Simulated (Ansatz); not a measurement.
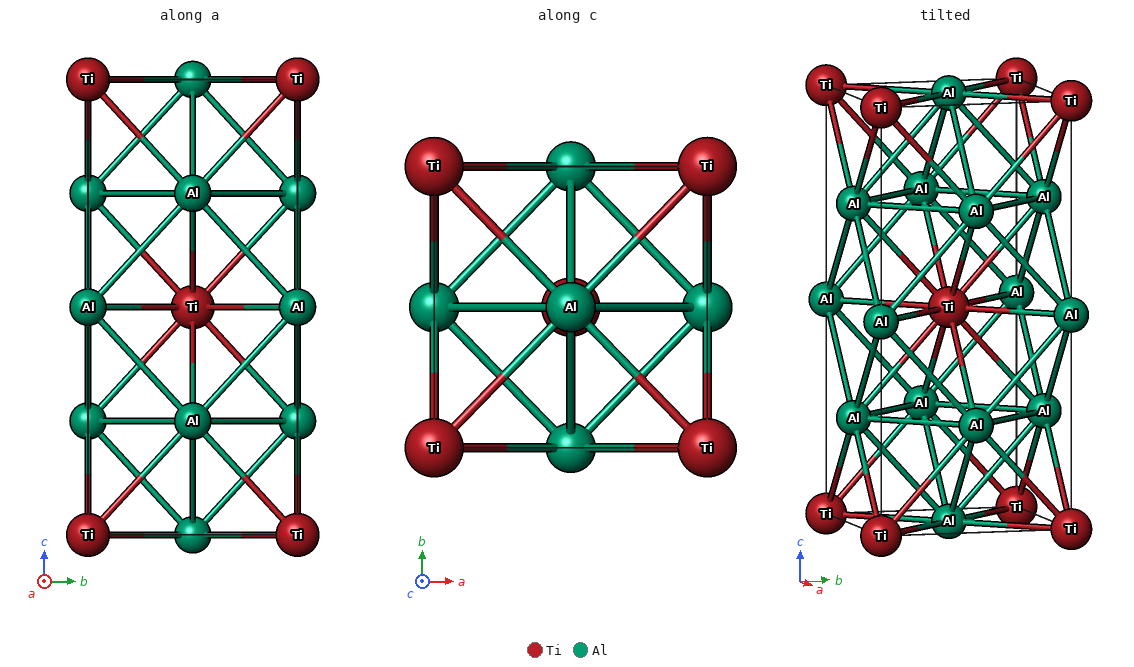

Crystal structure, ball-and-stick style, seen along the a axis, along the c axis and slightly off an axis. The conventional unit cell is outlined; an atom on or near a face, edge or corner is repeated at each equivalent position.

The compound is TiAl3. The lattice is body-centred orthorhombic and the space group Immm (No. 71). Content of the cell: 2 Ti, 6 Al (Z = 2). Coordination numbers (contacts within bonding distance): Ti 12 and Al 12.

Origin of the cell: a structure listed in the Materials Project. The cell was then strained or its atoms displaced on purpose. It went into a calculation with Ansatz.
